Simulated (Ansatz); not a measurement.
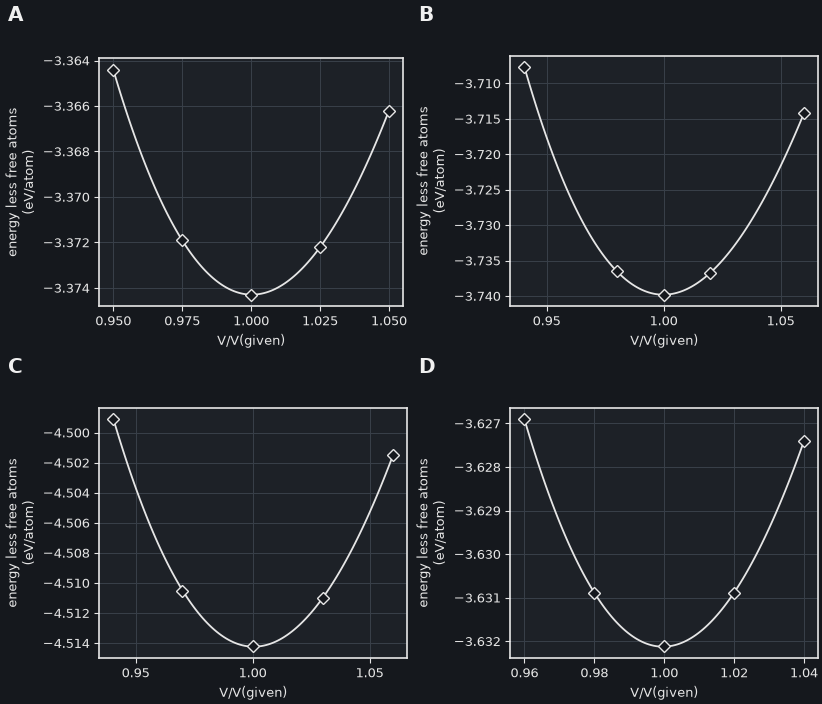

Each panel shows the energy less free atoms against V/V(given) for one of these solids: Al, Pm-3m (No. 221), 20.1 Å³/atom; Be, Im-3m (No. 229), 7.8 Å³/atom; Pd, Fm-3m (No. 225), 15.3 Å³/atom; Sc, Fm-3m (No. 225), 24.6 Å³/atom.

Calculation (Ansatz 0.2.0): periodic Kohn-Sham DFT of a crystal at fixed atoms, scaled to the stated factor times the given cell; pressure positive in compression, energy less spherical unpolarised free atoms. Level: PBE.

Q: Which panel belongs to which solid?

A: A is Al (energy less free atoms from −3.3743 eV/atom to −3.3644 eV/atom, V0 20.15 Å³/atom, B0 56.8 GPa); B is Pd (energy less free atoms from −3.7398 eV/atom to −3.7077 eV/atom, V0 15.34 Å³/atom, B0 167 GPa); C is Sc (energy less free atoms from −4.5142 eV/atom to −4.4991 eV/atom, V0 24.64 Å³/atom, B0 50.5 GPa); D is Be (energy less free atoms from −3.6321 eV/atom to −3.6269 eV/atom, V0 7.811 Å³/atom, B0 127 GPa).
